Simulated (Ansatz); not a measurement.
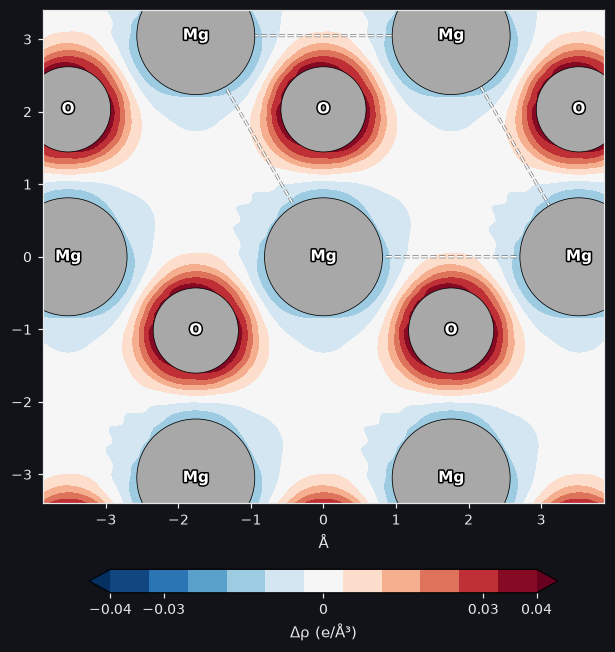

MgO. Difference of the valence pseudo-densities of two functionals at the same geometry, on the (001) plane of the calculation cell: r2SCAN less LDA.

Space group P6₃/mmc; a structure generated by program, which may or may not match a known phase.

Both computed with Ansatz (plane waves, PAW), on the same k-point mesh. Grey discs cover the atomic cores.

Question: What does the difference map show?

Answer: Against LDA, r2SCAN gives less density around Mg (−0.007 e/Å³ on average at 1.0 Å from the nucleus), more density around O (+0.023 e/Å³ on average at 0.7 Å from the nucleus) and a change of −0.006 e/Å³ at the midpoint of Mg–O.
